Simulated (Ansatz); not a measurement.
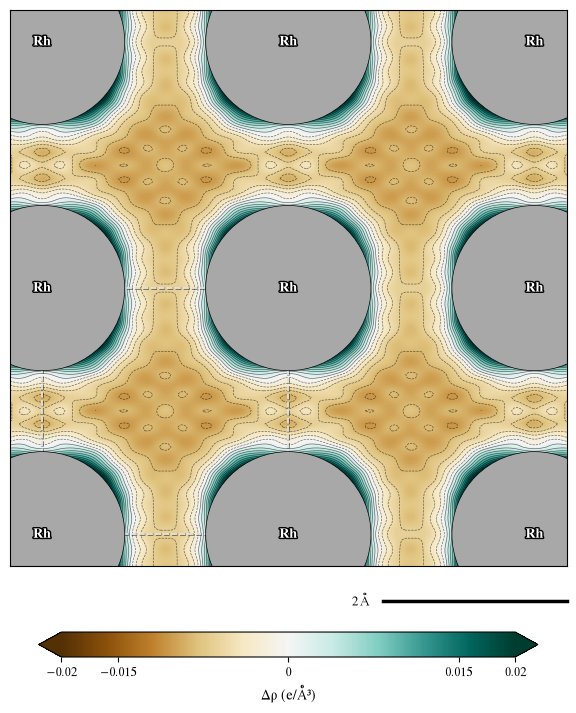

Rh. Difference of the valence pseudo-densities of two functionals at the same geometry, on the (101) plane of the calculation cell: r2SCAN less PBEsol.

Both computed with Ansatz (plane waves, PAW), on the same k-point mesh. Grey discs cover the atomic cores.

Q: What does the difference map show?

A: Against PBEsol, r2SCAN gives a change of −0.006 e/Å³ at the midpoint of Rh–Rh.
